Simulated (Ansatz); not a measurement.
# Transmission past a defect: Au wire along [100], 4 atoms a period, Ti in place of one Au, part 2 of 4

Aim: how much does this defect scatter, and at which energies?

Ansatz 0.2.0; DFT PBE, plane waves, PAW; relaxation of a wire's period (the session's first sound run).

So far. Step 2 (Relaxing the period): The cell's length comes to 2.729 Å with spin left out. That is -34 % against the start, more than a small adjustment. 6 contacts a cell pass between under 1.1 and over 1.27 times the sum of covalent radii, so the wire has rearranged from the shape that names it.

### Step 3. The wire at its relaxed period

This step: DFT PBE, plane waves, PAW; channels and complex bands of a perfect wire (Ansatz 0.2.0).

At the relaxed period the Bloch states of the perfect wire are found at each energy: those that move forward count the open channels, and those that decay describe how a disturbance dies away inside the wire itself. An energy step of 0.035 eV is under the 0.039 eV that the program asks for its thermal average at 300 K.

File input.yaml:

```yaml
crystal:
  lattice:
    - [8.88, 0.0, 0.0]
    - [0.0, 8.88, 0.0]
    - [0.0, 0.0, 2.7289396378]
  atoms:
    - { symbol: Au, position: [0.359563243, 0.359563243, 0.0] }
    - { symbol: Au, position: [0.640436757, 0.640436757, 0.0] }
    - { symbol: Au, position: [0.359563243, 0.640436757, 0.5] }
    - { symbol: Au, position: [0.640436757, 0.359563243, 0.5] }
kpoints:
  mp_grid: { grid: [1, 1, 30] }
scf:
  occupations: { method: fermi_dirac, width: 0.05 }
hamiltonian:
  xc: pbe
output:
  transmission:
    e_range: [-1.26, 1.26]
    de: 0.035
    kmesh: [1, 1]
    reduced_basis: true
    leads: [[0, 0]]
basis:
  ecutwfc: "350 eV"
```

Started as:

```sh
$ ansatz run input.yaml --threads 4 --pin off --max-ram 16384MiB --backend cpu --events-out ev --progress --plain --runs-dir out
```

Numbers of over 12 decimals in the logs are rounded to 6 here.

Output:

```text
Warning: basis.ecutwfc = 350 eV is below the records' recommended 420 eV, and the density's cutoff is lower with it unless basis.ecutrho_ratio is high enough to keep the records' density cutoff: compare with a run at a higher cutoff
[...]
Crystal: 4 atoms, lattice volume = 215.189 Å³
Basis set: ecut = 350 eV, 3185 PW (Γ)
Bands: 46, of which v1, the nominal top of the filled ones, is band 38 counted from 1 (37 counted from 0)
Symmetry: 16 space group operations
[...]
k-points: 16 of 30
[...]
SCF iter   1: F=—  HF=-52594.474042 eV  |F-HF|=—  |Δ(HF+E_count)|=         —  Δρ=2.23e-3  dr2=1.45e-2  ethr=1.77e-3  ⟨swp⟩=6.5  Hψ=2978  notcnv=0  defer=3
[...]
SCF iter   7: F=-52594.477970 eV  HF=-52594.477970 eV  |F-HF|=2.75e-8  |Δ(HF+E_count)|=   1.17e-7  Δρ=4.01e-6  dr2=4.09e-8  ethr=1.32e-10  ⟨swp⟩=10.2  Hψ=2310  notcnv=0
SCF 1 converged in 7 iterations: F = -52594.477970 eV  dr2 = 4.09e-8
[...]
transmission: 4 of 24 steps passed
transmission: 8 of 24 steps passed
[...]
transmission: 24 of 24 steps passed
SCF converged after 7 iterations
Free energy (F): -52594.477970 eV
[...]
Internal energy: -52594.469222 eV  (E = F + TS)
E sigma→0 (E₀):  -52594.473596 eV
Entropy (-TS):   -0.008749 eV (-2.187 meV/atom)
Fermi energy:    2.926609 eV
[...]
--- Band table (eV; the first three rows and the last of 16) ---
  k-point 0: bands = [... 34 lower, 1.4330, 1.5060, 1.5060, 1.6572, 1.6857, 3.4091, 4.2121, 4.3950, ... 4 higher]
  k-point 1: bands = [... 34 lower, 1.4599, 1.4943, 1.4943, 1.6157, 1.6299, 3.4352, 4.2863, 4.4541, ... 4 higher]
  k-point 2: bands = [... 34 lower, 1.4008, 1.4822, 1.5037, 1.5875, 1.5875, 3.5118, 4.4909, 4.6206, ... 4 higher]
  k-point 15: bands = [... 34 lower, 1.6263, 1.6263, 4.8477, 4.8477, 6.0704, 6.0704, 7.4310, 7.4310, ... 4 higher]
--- Transmission ---
  basis      : 577 plane waves across, 4 finite elements along
  points     : 1, standing for a mesh of 1 x 1
  filling    : by the input's occupations and mesh, since the crystals that have channels conduct as metals do. If one of these is a semiconductor, that mesh has misplaced its level
  energies   : 73 from -1.260000 to 1.260000 eV about the Fermi level, 0.035000 eV apart; the leads are filled to 0.000000 eV, and channels, transmission and decay are at 0.000000 eV
  crystal 0  : Au4, at the sites [0, 0], period 2.7289 Å: whole cells are its period
    offset         : up to 0.0000 Å between an atom of the period and one for which it stands
    filled         : 41.0 meV over the level at which it is neutral
    channels       : 3.000000e0 a spin
    conductance    : 2.9477e14 S/m² at 300 K; may be off by some 0.0 % by where its bands' edges are placed, 0.0 % from the distance to neutral
```

Run time: 52 s. Hardware: 4 threads of Arm Neoverse V2, shared host; peak memory 1.2 GiB; 3 min of CPU time.

Numbers from this step:

* energy at zero smearing: -52594.4736 eV
* channels at the energy nearest the Fermi level, one spin: 3
* conductance of the lead as this run defines it: 3.000 G₀
* band gap: 0 eV

Table of open channels of the lead, one spin by energy, zero at the Fermi level:

| energy (eV) | open channels of the lead, one spin |
| --- | --- |
| -1.190 | 3 |
| -1.015 | 3 |
| -0.805 | 3 |
| -0.595 | 3 |
| -0.385 | 3 |
| -0.210 | 3 |
| 0.000 | 3 |
| 0.210 | 3 |
| 0.385 | 3 |
| 0.595 | 4 |
| 0.805 | 4 |
| 1.015 | 4 |
| 1.190 | 4 |

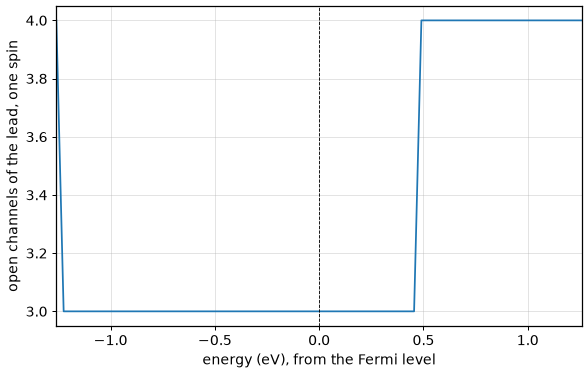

Open channels of the lead, one spin against energy.

The slowest values at each energy, most degenerate partners merged, listed up to 1.5 1/Å. The Im kz of the slowest decaying states by energy, zero at the Fermi level:

| energy (eV) | decay 1 (Å⁻¹) | decay 2 (Å⁻¹) | decay 3 (Å⁻¹) | decay 4 (Å⁻¹) |
| --- | --- | --- | --- | --- |
| -1.190 | 0.0712 | 0.102 | 0.148 | 0.213 |
| -1.015 | 0.142 | 0.173 | 0.244 | 0.269 |
| -0.805 | 0.184 | 0.219 | 0.315 | 0.333 |
| -0.595 | 0.209 | 0.246 | 0.349 | 0.413 |
| -0.385 | 0.224 | 0.263 | 0.374 | 0.385 |
| -0.210 | 0.230 | 0.271 | 0.355 | 0.390 |
| 0.000 | 0.232 | 0.274 | 0.306 | 0.405 |
| 0.210 | 0.227 | 0.238 | 0.270 | 0.417 |
| 0.385 | 0.145 | 0.218 | 0.263 | 0.424 |
| 0.595 | 0.201 | 0.248 | 0.430 | 0.579 |
| 0.805 | 0.176 | 0.226 | 0.433 | 0.596 |
| 1.015 | 0.138 | 0.195 | 0.433 | 0.613 |
| 1.190 | 0.0840 | 0.157 | 0.432 | 0.627 |

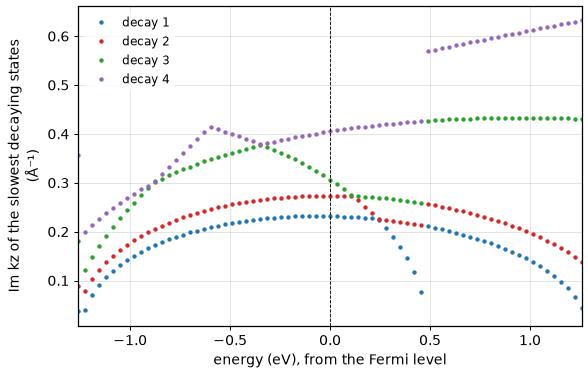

Im kz of the slowest decaying states, plotted against energy.

By hand: the program gives 2.9477 × 10^14 S/m² over the cell's cross-section of 78.85 Å² = 7.885 × 10^-19 m², so one cell conducts 2.324 × 10^-4 S. Divided by G0 = 2e²/h = 7.748 × 10^-5 S this is 3.00 G0, a resistance of 4.30 kΩ.

At the computed energy nearest the Fermi level there are 3 channels a spin, and the thermal average gives 3.00 G₀.

### Step 4. Relaxing the junction

This step: DFT PBE, plane waves, PAW; relaxation of a junction in a wire, ends held (Ansatz 0.2.0).

System of this step: Au wire along [100], 4 atoms a period, Ti in place of one Au. The cell holds 28 atoms: 27 Au and 1 Ti. Cell: a = 8.880 Å, b = 8.880 Å, c = 19.103 Å, α = 90.0°, β = 90.0°, γ = 90.0°. Regions: held atoms, 16 atoms (16 Au); free atoms, 12 atoms (11 Au and 1 Ti). Vacuum lies along a and b. The structure's axis is c.

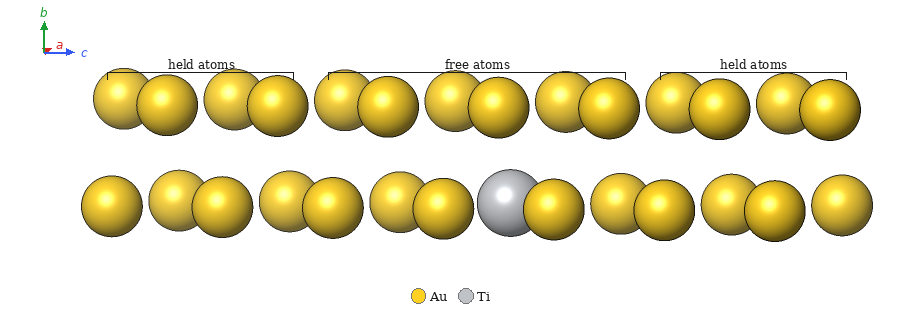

The cell of this step (gold yellow, titanium light grey).

12 atoms at the defect are free to relax, while 16 stay where the perfect wire has them, so that the ends still repeat as a lead. The cutoff is set under the files' recommended one to save time.

File input.yaml:

```yaml
crystal:
  lattice:
    - [8.88, 0.0, 0.0]
    - [0.0, 8.88, 0.0]
    - [0.0, 0.0, 19.1025774643]
  atoms:
    - { symbol: Au, position: [0.359563243, 0.359563243, 0.0] }
    - { symbol: Au, position: [0.640436757, 0.640436757, 0.0] }
    - { symbol: Au, position: [0.359563243, 0.640436757, 0.071428571] }
    - { symbol: Au, position: [0.640436757, 0.359563243, 0.071428571] }
    - { symbol: Au, position: [0.359563243, 0.359563243, 0.142857143] }
    - { symbol: Au, position: [0.640436757, 0.640436757, 0.142857143] }
    - { symbol: Au, position: [0.359563243, 0.640436757, 0.214285714] }
    - { symbol: Au, position: [0.640436757, 0.359563243, 0.214285714] }
    - { symbol: Au, position: [0.359563243, 0.359563243, 0.285714286] }
    - { symbol: Au, position: [0.640436757, 0.640436757, 0.285714286] }
    - { symbol: Au, position: [0.359563243, 0.640436757, 0.357142857] }
    - { symbol: Au, position: [0.640436757, 0.359563243, 0.357142857] }
    - { symbol: Au, position: [0.359563243, 0.359563243, 0.428571429] }
    - { symbol: Au, position: [0.640436757, 0.640436757, 0.428571429] }
    - { symbol: Au, position: [0.359563243, 0.640436757, 0.5] }
    - { symbol: Ti, position: [0.640436757, 0.359563243, 0.5], spin: 2.0 }
    - { symbol: Au, position: [0.359563243, 0.359563243, 0.571428571] }
    - { symbol: Au, position: [0.640436757, 0.640436757, 0.571428571] }
    - { symbol: Au, position: [0.359563243, 0.640436757, 0.642857143] }
    - { symbol: Au, position: [0.640436757, 0.359563243, 0.642857143] }
    - { symbol: Au, position: [0.359563243, 0.359563243, 0.714285714] }
    - { symbol: Au, position: [0.640436757, 0.640436757, 0.714285714] }
    - { symbol: Au, position: [0.359563243, 0.640436757, 0.785714286] }
    - { symbol: Au, position: [0.640436757, 0.359563243, 0.785714286] }
    - { symbol: Au, position: [0.359563243, 0.359563243, 0.857142857] }
    - { symbol: Au, position: [0.640436757, 0.640436757, 0.857142857] }
    - { symbol: Au, position: [0.359563243, 0.640436757, 0.928571429] }
    - { symbol: Au, position: [0.640436757, 0.359563243, 0.928571429] }
magnetization:
  spin_polarized: true
kpoints:
  mp_grid: { grid: [1, 1, 2] }
scf:
  occupations: { method: fermi_dirac, width: 0.1 }
hamiltonian:
  xc: pbe
relax:
  constraints: [{ sites: [0, 1, 2, 3, 4, 5, 6, 7, 20, 21, 22, 23, 24, 25, 26, 27] }]
  f_tol: 0.06
  max_steps: 35
basis:
  ecutwfc: "350 eV"
```

Output:

```text
[...]
Warning: crystal.symmetry: narrowed to the stabiliser of the relax constraints — unitary ops 4 → 2; lowered at sites 8, 9, 20, 21 (the operations that carried what is held of a site onto what its image site leaves free; the constrained walk keeps no symmetry that its constraints do not admit)
[...]
Crystal: 28 atoms, lattice volume = 1506.322 Å³
Basis set: ecut = 350 eV, 22387 PW (Γ), exchange–correlation on 120×120×240 points (8 copies of the dense FFT grid, shifted against one another)
Bands: 317, of which v1, the nominal top of the filled ones, is band 263 counted from 1 (262 counted from 0)
Symmetry: 2 space group operations
k-points: 2
[...]
Starting moments: Σ|m| = 2 μB on 1 of 28 sites
[...]
SCF iter   1: F=—  HF=-357516.523200 eV  |F-HF|=—  |Δ(HF+E_count)|=         —  Δρ=1.65e-2 (↑1.65e-2 ↓1.65e-2)  dr2=1.93e1  dr2_m=8.85e-2  M=1.649 μB ∫|m|=2.106 μB  β_m=0.30  ethr=3.10e-3  ⟨swp⟩=6.0  Hψ=4725  notcnv=0  defer=56
[...]
spin=Collinear: LDOS preconditioning applied to the charge; magnetization (m = ρ↑ − ρ↓) channel mixes plain (no charge-response kernel on spin).
SCF iter   2: F=—  HF=-357512.316071 eV  |F-HF|=—  |Δ(HF+E_count)|=    4.21e0  Δρ=7.68e-3 (↑7.68e-3 ↓7.62e-3)  dr2=3.36e0  dr2_m=6.24e-2  M=1.583 μB ∫|m|=2.063 μB  β_m=0.39  ethr=3.10e-3  ⟨swp⟩=2.2  Hψ=2129  notcnv=0  defer=108
[...]
SCF iter  12: F=-357511.834353 eV  HF=-357511.834372 eV  |F-HF|=1.99e-5  |Δ(HF+E_count)|=   1.85e-6  Δρ=2.32e-5 (↑2.32e-5 ↓1.24e-5)  dr2=2.65e-5  dr2_m=1.56e-6  M=1.393 μB ∫|m|=1.794 μB  ethr=1.71e-8  ⟨swp⟩=2.0  Hψ=4540  notcnv=0
SCF 1 converged in 12 iterations: F = -357511.834353 eV  dr2 = 2.65e-5
[...]
relax step   1: F+E_penalty+E_count = -357511.83435257 eV  Δ(F+E_penalty+E_count) = +0.000e0 eV  max|allowed force component| = 1.027e0 eV/Å  Δτ_max = 0.0000 Å  (12 SCF iters, dr2 threshold 9.00e-5 eV, accepted)
[...]
Starting moments: Σ|m| = 2 μB on 1 of 28 sites; this step starts from the density that it was given
[...]
SCF iter  10: F=-357512.142092 eV  HF=-357512.142109 eV  |F-HF|=1.61e-5  |Δ(HF+E_count)|=   9.65e-6  Δρ=1.51e-5 (↑1.51e-5 ↓1.12e-5)  dr2=1.97e-5  dr2_m=3.96e-7  M=1.059 μB ∫|m|=1.429 μB  ethr=8.37e-9  ⟨swp⟩=2.0  Hψ=3787  notcnv=0
SCF 2 converged in 10 iterations: F = -357512.142092 eV  dr2 = 1.97e-5
[...]
relax step   2: F+E_penalty+E_count = -357512.14209250 eV  Δ(F+E_penalty+E_count) = -3.077e-1 eV  max|allowed force component| = 5.918e-1 eV/Å  Δτ_max = 0.1949 Å  (10 SCF iters, dr2 threshold 6.59e-5 eV, accepted)
SCF iter   1: F=—  HF=-357512.196012 eV  |F-HF|=—  |Δ(HF+E_count)|=         —  Δρ=5.19e-3 (↑5.19e-3 ↓4.00e-3)  dr2=1.97e-1  dr2_m=2.55e-1  M=0.715 μB ∫|m|=1.032 μB  β_m=0.30  ethr=3.05e-4  ⟨swp⟩=4.0  Hψ=3256  notcnv=0  defer=112
[...]
SCF iter  10: F=-357512.333197 eV  HF=-357512.333197 eV  |F-HF|=2.78e-8  |Δ(HF+E_count)|=   3.84e-7  Δρ=3.98e-6 (↑3.98e-6 ↓1.57e-6)  dr2=2.62e-7  dr2_m=7.47e-8  M=0.836 μB ∫|m|=1.163 μB  ethr=2.26e-10  ⟨swp⟩=1.0  Hψ=3528  notcnv=0
SCF 3 converged in 10 iterations: F = -357512.333197 eV  dr2 = 2.62e-7
relax step   3: F+E_penalty+E_count = -357512.33319656 eV  Δ(F+E_penalty+E_count) = -1.911e-1 eV  max|allowed force component| = 3.566e-1 eV/Å  Δτ_max = 0.1948 Å  (10 SCF iters, dr2 threshold 2.19e-5 eV, accepted)
[...]
relax step   4: F+E_penalty+E_count = -357512.51373592 eV  Δ(F+E_penalty+E_count) = -1.805e-1 eV  max|allowed force component| = 2.423e-1 eV/Å  Δτ_max = 0.1950 Å  (11 SCF iters, dr2 threshold 4.22e-5 eV, accepted)
[...]
relax step   5: F+E_penalty+E_count = -357512.65704291 eV  Δ(F+E_penalty+E_count) = -1.433e-1 eV  max|allowed force component| = 1.482e-1 eV/Å  Δτ_max = 0.1947 Å  (12 SCF iters, dr2 threshold 2.13e-5 eV, accepted)
[...]
relax step   6: F+E_penalty+E_count = -357512.75154777 eV  Δ(F+E_penalty+E_count) = -9.450e-2 eV  max|allowed force component| = 8.432e-2 eV/Å  Δτ_max = 0.1991 Å  (11 SCF iters, dr2 threshold 8.23e-6 eV, accepted)
[...]
relax step   7: F+E_penalty+E_count = -357512.79518373 eV  Δ(F+E_penalty+E_count) = -4.364e-2 eV  max|allowed force component| = 5.481e-2 eV/Å  Δτ_max = 0.2000 Å  (13 SCF iters, accepted)
[...]
relax step   8: F+E_penalty+E_count = -357512.82023748 eV  Δ(F+E_penalty+E_count) = -2.505e-2 eV  max|allowed force component| = 5.608e-2 eV/Å  Δτ_max = 0.1982 Å  (13 SCF iters, accepted)
[...]
relax step   9: F+E_penalty+E_count = -357512.82841650 eV  Δ(F+E_penalty+E_count) = -8.179e-3 eV  max|allowed force component| = 4.344e-2 eV/Å  Δτ_max = 0.1359 Å  (12 SCF iters, accepted)
SCF iter   1: F=—  HF=-357512.775844 eV  |F-HF|=—  |Δ(HF+E_count)|=         —  Δρ=2.98e-3 (↑2.98e-3 ↓2.70e-3)  dr2=7.98e-2  dr2_m=8.74e-2  M=-0.024 μB ∫|m|=0.061 μB  β_m=0.65  ethr=1.28e-4  ⟨swp⟩=4.0  Hψ=3468  notcnv=0  defer=109
[...]
SCF iter  11: F=-357512.833702 eV  HF=-357512.833702 eV  |F-HF|=2.76e-8  |Δ(HF+E_count)|=   2.79e-9  Δρ=5.95e-7 (↑5.95e-7 ↓3.94e-7)  dr2=3.40e-8  dr2_m=4.68e-10  M=-0.000 μB ∫|m|=0.000 μB  ethr=4.89e-12  ⟨swp⟩=1.5  Hψ=3525  notcnv=0
[...]
SCF 10 converged in 11 iterations: F = -357512.833702 eV  dr2 = 3.40e-8
relax step  10: F+E_penalty+E_count = -357512.83370176 eV  Δ(F+E_penalty+E_count) = -5.285e-3 eV  max|allowed force component| = 4.181e-2 eV/Å  Δτ_max = 0.1007 Å  (11 SCF iters, accepted)
SCF converged after 11 iterations
Magnetization: -0.0000 μB (262.5000 up, 262.5000 down)
Absolute magnetization: 0.0001 μB (∫|ρ↑−ρ↓|, with the PAW one-centre terms)
[...]
Per-site moments (μB) at R_I (Å): [(1.7200199961205407e-7, 1.125688), (1.7200199941955326e-7, 1.125688), (-1.0767480523027306e-7, 1.125688), (-2.487753797797021e-7, 1.125688), (2.8227184938300996e-7, 1.125688), (2.822718492917196e-7, 1.125688), (-5.858301718446864e-7, 1.125688), (-5.523316732646012e-7, 1.125688), (2.0137879410346073e-8, 1.137629), (2.0137879370431436e-8, 1.137629), (9.693862187335993e-7, 1.111947), ( [...]
Free energy (F): -357512.833702 eV
[...]
Internal energy: -357512.530760 eV  (E = F + TS)
E sigma→0 (E₀):  -357512.682231 eV
Entropy (-TS):   -0.302942 eV (-10.819 meV/atom)
Fermi energy:    2.879856 eV
[...]
--- Forces (eV/Å), atoms counted from 1 ---
  atom   1  Au    -0.02983806     0.01173987     0.00414911
  atom   2  Au    -0.01173987     0.02983806     0.00414911
  atom   3  Au    -0.00852513     0.00852513     0.06127926
  atom   4  Au     0.03057432    -0.03057432    -0.04553750
  atom   5  Au    -0.03484245    -0.02425579     0.15476944
  atom   6  Au     0.02425579     0.03484245     0.15476944
  atom   7  Au     0.02435592    -0.02435592     0.25215084
  atom   8  Au    -0.02943116     0.02943116     0.17557463
  atom   9  Au    -0.03518874    -0.02929985    -0.04180933
  atom  10  Au     0.02929985     0.03518874    -0.04180933
  atom  11  Au    -0.02835665     0.02835665    -0.00050084
  atom  12  Au     0.03894124    -0.03894124    -0.00199883
  atom  13  Au    -0.00453949    -0.03116476     0.03279131
  atom  14  Au     0.03116476     0.00453949     0.03279131
  atom  15  Au     0.00484716    -0.00484716     0.03171001
  atom  16  Ti    -0.02960136     0.02960136     0.02954172
  atom  17  Au     0.03137361    -0.00515128    -0.00091914
  atom  18  Au     0.00515128    -0.03137361    -0.00091914
  atom  19  Au     0.00132409    -0.00132409     0.00102919
  atom  20  Au    -0.00596698     0.00596698     0.03819909
  atom  21  Au     0.05435323     0.00866837    -0.10896758
  atom  22  Au    -0.00866837    -0.05435323    -0.10896758
  atom  23  Au     0.00964600    -0.00964600    -0.24495404
  atom  24  Au    -0.07415263     0.07415263    -0.23934975
  atom  25  Au    -0.03951329    -0.02850575    -0.06472878
  atom  26  Au     0.02850575     0.03951329    -0.06472878
  atom  27  Au    -0.00635940     0.00635940    -0.05502487
  atom  28  Au     0.03285073    -0.03285073     0.04730889
  max |Σ_I F_I| component: 7.98e-5 eV/Å
--- Relaxed structure (10 steps of the walk, 10 accepted, 0 SCFs on fresh bases) ---
  F+E_penalty+E_count = -357512.83370176 eV   max|allowed force component| = 4.181e-2 eV/Å
  atoms:
    - { symbol: Au, position: [0.359563, 0.359563, 0.0] }
    - { symbol: Au, position: [0.640437, 0.640437, 0.0] }
    - { symbol: Au, position: [0.359563, 0.640437, 0.071429] }
    - { symbol: Au, position: [0.640437, 0.359563, 0.071429] }
    - { symbol: Au, position: [0.359563, 0.359563, 0.142857143] }
    - { symbol: Au, position: [0.640437, 0.640437, 0.142857143] }
    - { symbol: Au, position: [0.359563, 0.640437, 0.214286] }
    - { symbol: Au, position: [0.640437, 0.359563, 0.214286] }
    - { symbol: Au, position: [0.364941, 0.360472, 0.287207] }
    - { symbol: Au, position: [0.639528, 0.635059, 0.287207] }
    - { symbol: Au, position: [0.365211, 0.634789, 0.363408] }
    - { symbol: Au, position: [0.611792, 0.388208, 0.377042] }
    - { symbol: Au, position: [0.313882, 0.329016, 0.429991] }
    - { symbol: Au, position: [0.670984, 0.686118, 0.429991] }
    - { symbol: Au, position: [0.310746, 0.689254, 0.499903] }
    - { symbol: Ti, position: [0.511989, 0.488011, 0.500928] }
    - { symbol: Au, position: [0.312747, 0.328068, 0.570831] }
    - { symbol: Au, position: [0.671932, 0.687253, 0.570831] }
    - { symbol: Au, position: [0.365325, 0.634675, 0.636760] }
    - { symbol: Au, position: [0.610395, 0.389605, 0.625541] }
    - { symbol: Au, position: [0.359563, 0.359563, 0.714285714] }
    - { symbol: Au, position: [0.640437, 0.640437, 0.714285714] }
    - { symbol: Au, position: [0.359563, 0.640437, 0.785714] }
    - { symbol: Au, position: [0.640437, 0.359563, 0.785714] }
    - { symbol: Au, position: [0.359563, 0.359563, 0.857143] }
    - { symbol: Au, position: [0.640437, 0.640437, 0.857143] }
    - { symbol: Au, position: [0.359563, 0.640437, 0.928571] }
    - { symbol: Au, position: [0.640437, 0.359563, 0.928571] }
```

It took 7.8 min on 4 threads; peak memory 4.9 GiB.

(Part 2 of 4 ends here.)

[Logs are printed without paths, hosts, clocks, repeated set-up lines and the standing remarks that a program may print on its own settings, such as how far it seeks lower states.]

[Hosts, paths, dates, database ids (printed as entryN), source tags and the programs' standing remarks are cut or masked in the printed files.]
